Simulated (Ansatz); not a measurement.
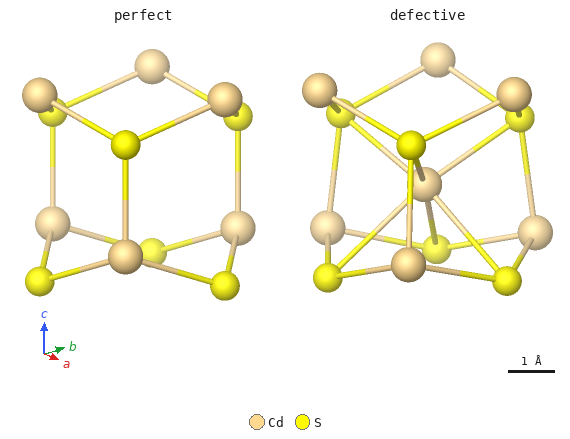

Left: perfect CdS. Right: the same region with one point defect, after relaxing the atoms in a supercell of 96 sites. Style: ball-and-stick. Shown: the atoms within 3.8 Å of one point, slightly off an axis.

Computed with DFT, PBEsol, PAW, plane waves in Ansatz 0.2.0. Settings: plane-wave cutoff 420 eV; k-point mesh 1 × 1 × 1; mesh shifted by (0.25, 0.25, 0.25); no spin polarisation. Fermi-Dirac smearing of 0.01 eV. A uniform background neutralises the charged cell. The axes drawn are those of the host's conventional cell.

### What kind of defect was made?

An extra cadmium atom is put between the host's atoms (an interstitial).

The charge state of the cell is +2.

### What does the relaxation do around it?

The Cd atom starts with 6 S at 2.69 to 3.18 Å, 6 Cd at 2.69 to 3.17 Å around its place and ends with 6 S at 2.65 to 3.01 Å, 3 Cd at 2.95 to 2.96 Å. Of the host's atoms, a cadmium atom moves furthest from its site, by 0.33 Å. The Cd atom itself moves 0.12 Å from where it was put.

Limits of the set-up: the cell is charged, on a uniform background, and energies carry no finite-size correction.
